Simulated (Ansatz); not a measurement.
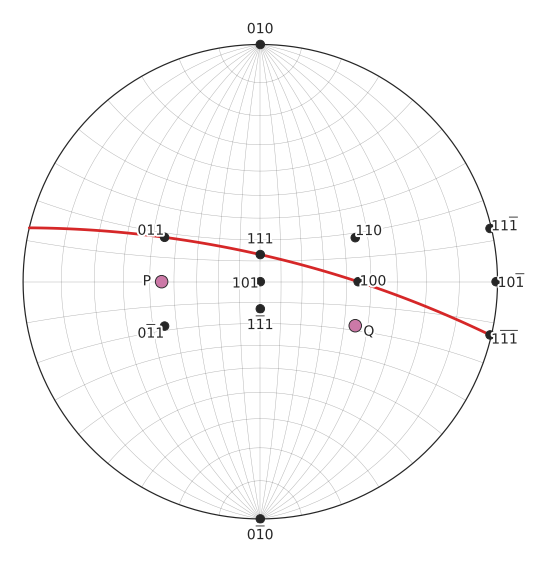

For Co, the end point of a relaxation with Ansatz 0.2.0, DFT, RPBE, plane waves (420 eV) with PAW, scalar-relativistic; the starting structure was generated, so it need not be a known form of this composition: stereographic projection of plane normals (upper hemisphere) centred on (1 0 1). Geometry calculated from the standardised cell; symmetry tolerance 0.002 Å.

a = 2.438 Å, b = 7.462 Å, c = 2.453 Å, α = 90.00°, β = 90.00°, γ = 90.00°.

Question: Index the poles marked P, Q.

Answer: P is (0 0 1), 45.2° from the centre; Q is (1 −1 0), 47.6° from the centre.

Question: Which zone does the coloured great circle trace?

Answer: The zone [0 1 −1]: its poles satisfy k − l = 0.

Question: What is the angle between the normals of (1 −1 0) and (1 1 0), and what are their d_hkl = 1/|g|?

Answer: 36.2°; d = 2.318 Å and 2.318 Å.
